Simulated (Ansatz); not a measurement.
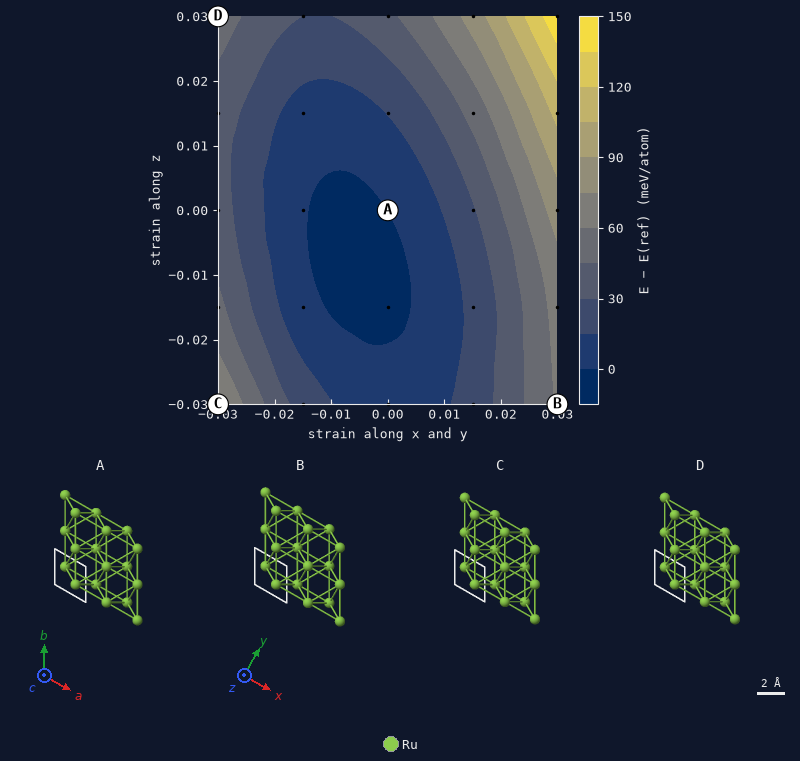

Energy scan for a crystal of Ru (P6_3/mmc), in which the cell is strained equally along x and y and separately along z, with the atoms kept at their fractional coordinates. x, y and z are the Cartesian axes of the input. The map is interpolated between the computed points (dots). The lettered frames are marked on it. A ball-and-stick model of the cell of the calculation, repeated 3 × 3 × 2 with one cell outlined, seen along the c axis.

Method: DFT PBEsol, scalar-relativistic, plane waves, PAW in Ansatz. (plane-wave cutoff 420 eV; k-point mesh 24 × 24 × 12; occupations gaussian; smearing width 0.15 eV; no spin polarisation). Energies (free energies at the smearing named) are counted from the cell as listed in its source, which wasn't relaxed.

Question: What does the map show?

Answer: In pairs of (strain along x and y; strain along z): the lowest computed point lies at (0.000, −0.015) (−3.0 meV/atom), the highest at (0.030, 0.030) (145.8 meV/atom). The valley is tilted: raising the in-plane strain is made harder by raising the strain along z (cross term 0.37 of the geometric mean of the two curvatures). Over the ranges scanned the energy rises more along the first axis, the in-plane strain. The pressure runs from −28.8 GPa at (0.030, 0.030) to 29.9 GPa at (−0.030, −0.030). The frames lie at A (0.000, 0.000): 0.0 meV/atom, B (0.030, −0.030): 61.3 meV/atom, C (−0.030, −0.030): 76.2 meV/atom, D (−0.030, 0.030): 51.6 meV/atom.
